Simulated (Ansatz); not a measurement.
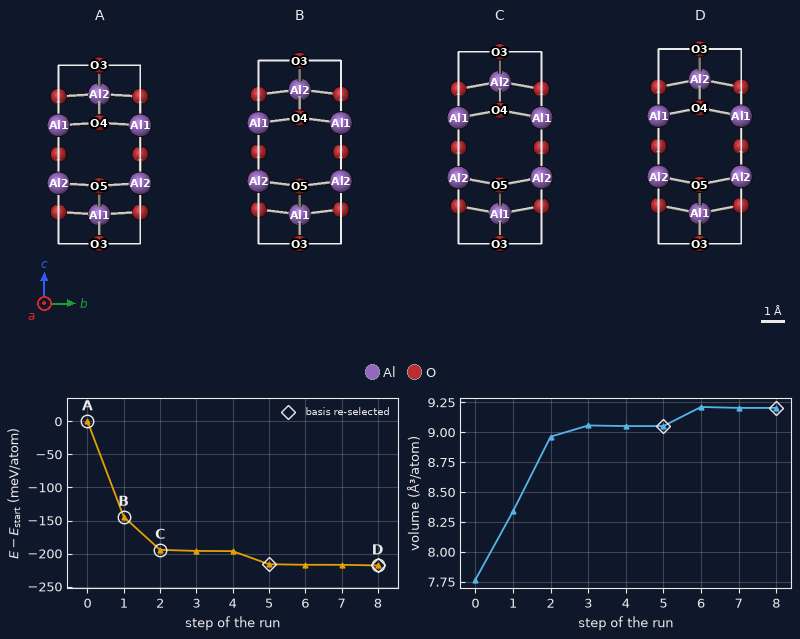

Frames of a relaxation of crystalline Al2O3 (a generated structure, set up in Immm) (coarse preliminary run), marked on the history of the run. The picture is a ball-and-stick view of the conventional cell (2 times the calculation's cell), seen along the a axis. Lengths and directions refer to the drawn axes.

Theory: DFT PBE, scalar-relativistic, plane waves, PAW (Ansatz 0.2.0). Settings: plane-wave cutoff 420 eV; k-point mesh 8 × 8 × 8; occupations gaussian; smearing width 0.1 eV; no spin polarisation; cell and atoms relaxed; force threshold 0.04 eV/Å; at most 70 steps.

What happens along the run?

The energy falls by 218 meV per atom in 6 accepted moves (8 points after the start). The largest force component goes from 1.3 to 0.016 eV/Å. Pressure: 39.36 GPa at the start and 0.13 GPa at the end. The SCF was repeated twice at an unchanged geometry on a basis and grid sized afresh for the cell, which shifted the energy by 19.8 meV per atom at most. The largest moves relative to the cell, 0.18 Å, are those of O4 and O5. O4 goes along +c. By element the largest moves are O 0.18 Å, Al 0.06 Å. The volume changes by +18.5 %, with a 2.599 → 2.799 Å (+7.7 %), b 3.701 → 3.736 Å (+0.9 %), c 8.075 → 8.803 Å (+9.0 %). Near-neighbour distances that change, for instance: Al1–O3 1.846 → 1.957 Å, Al1–O5 1.839 → 1.913 Å, Al1–O4 1.854 → 1.903 Å. Among the angles between lasting bonds that change: O4–Al1–O4 173.0° → 158.1°, Al2–O5–Al2 173.0° → 158.1°, O3–Al1–O4 92.5° → 97.6°. The space group stays Immm (No. 71). From step 0 to 1: O atoms move most (0.08 Å), volume +7.4 %, energy −144 meV per atom. From step 1 to 2: O atoms move most (0.07 Å), volume +7.5 %, energy −49.9 meV per atom. From step 2 to 8: volume +2.7 %, energy −23.6 meV per atom.

| step | E − E(0), meV/atom | largest force component, eV/Å | pressure, GPa | volume, Å³/atom | note |
| --- | --- | --- | --- | --- | --- |
| 0 | 0.00 | 1.3448 | 39.36 | 7.767 |  |
| 1 | -144.46 | 0.4187 | 19.69 | 8.339 |  |
| 2 | -194.33 | 0.0898 | 2.96 | 8.963 |  |
| 3 | -195.96 | 0.0864 | 0.35 | 9.058 |  |
| 4 | -196.25 | 0.0260 | 0.03 | 9.053 |  |
| 5 | -216.06 | 0.0127 | 3.12 | 9.053 | same geometry, new basis |
| 6 | -216.91 | 0.0613 | -0.15 | 9.212 |  |
| 7 | -216.99 | 0.0162 | 0.09 | 9.204 |  |
| 8 | -217.88 | 0.0161 | 0.13 | 9.204 | same geometry, new basis |
